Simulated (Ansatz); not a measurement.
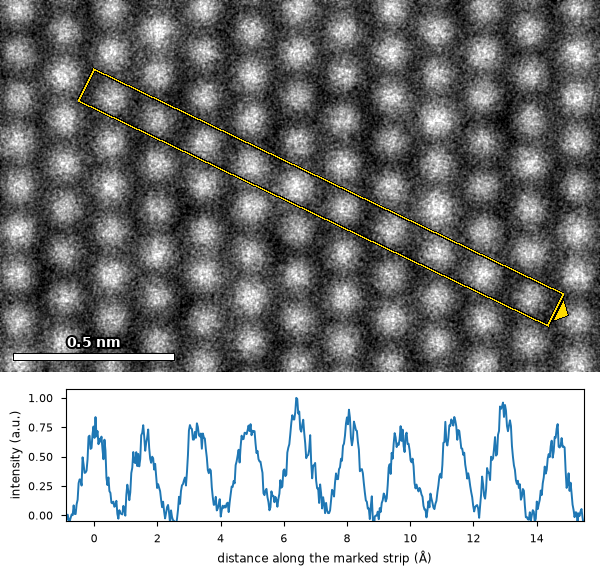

Integrated-DPC-like image of Ge (P6/mmm, No. 191) along [201]. Simulated as the projected potential of neutral atoms (B = 0.5 Å²) blurred by a 0.71 Å probe, the thin-sample limit of integrated differential phase contrast. Shot noise and the speckle of an amorphous layer were added. Structure: coordinates from a relaxation with DFT, BLYP, plane waves (420 eV) with PAW, scalar-relativistic (Ansatz); the starting structure was generated, so it need not be a known form of this composition.

```cif
data_structure
_symmetry_space_group_name_H-M 'P 1'
_symmetry_Int_Tables_number 1
_cell_length_a 5.0704
_cell_length_b 5.0704
_cell_length_c 2.9094
_cell_angle_alpha 90.000
_cell_angle_beta 90.000
_cell_angle_gamma 120.000
_cell_volume 64.78
loop_
_atom_site_label
_atom_site_type_symbol
_atom_site_fract_x
_atom_site_fract_y
_atom_site_fract_z
_atom_site_occupancy
Ge1 Ge 0.00000 0.00000 0.00000 1
Ge2 Ge 0.33333 0.66667 0.50000 1
Ge3 Ge 0.66667 0.33333 0.50000 1
```

The curve is the intensity along the marked strip, in the direction of its arrowhead, with zero distance at the first column. Brightness is counted from the darkest point of the image.

### List the columns that the line crosses, with their positions.

| position (Å) | atoms per repeat along the beam | height (% of the highest) |
| --- | --- | --- |
| 0.0 | 1 Ge | 100 |
| 1.6 | 1 Ge | 100 |
| 3.2 | 1 Ge | 100 |
| 4.9 | 1 Ge | 100 |
| 6.5 | 1 Ge | 100 |
| 8.1 | 1 Ge | 100 |
| 9.7 | 1 Ge | 100 |
| 11.4 | 1 Ge | 100 |
| 13.0 | 1 Ge | 100 |
| 14.6 | 1 Ge | 100 |
